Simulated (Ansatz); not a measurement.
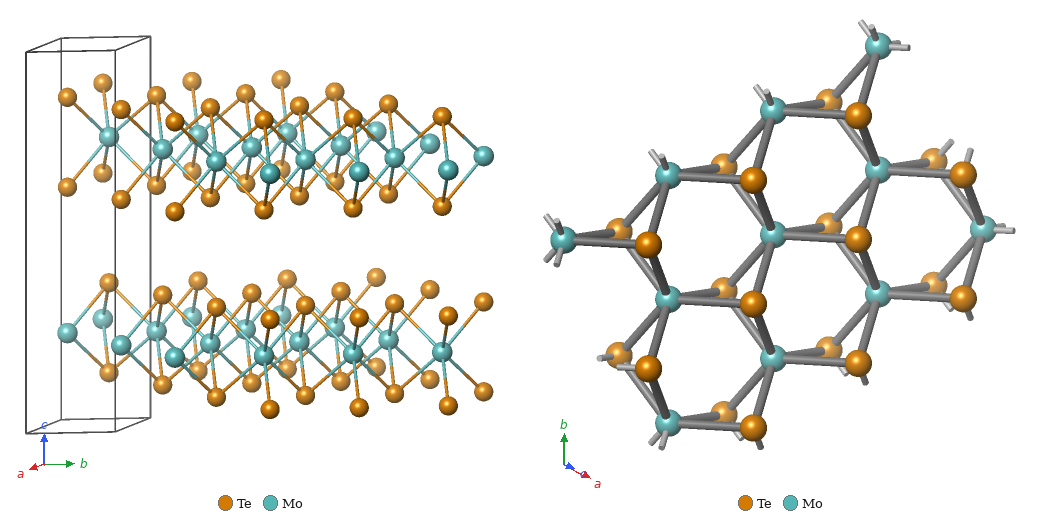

Left: the structure. Right: its underlying net. Nodes are coloured by element. One layer is drawn. Edges to nodes outside the piece are drawn as stubs.

System Te₂Mo (space group P6_3/mmc, No. 194); source of the atomic positions: the geometry relaxed with Ansatz, DFT PBE, scalar-relativistic, plane waves, PAW.

Bonds are taken as Mo–Te below 3.1 Å; no other contact counts. Simplification: prune 0- and 1-connected atoms, fold 2-connected ones into links.

The result is a binodal (3,6)-connected, two-periodic (layers) net: Te is a 3-connected node; Mo is a 6-connected node, in the ratio 2:1. It is the net of the trigonal-prismatic layers of 2H-MoS2. The layers lie parallel to (001).

```tsv
node	links	point symbol	coordination sequence
Te	3	4³	3 13 9 24 15 36 21 48
Mo	6	4³·6¹²	6 6 18 12 30 18 42 24
```
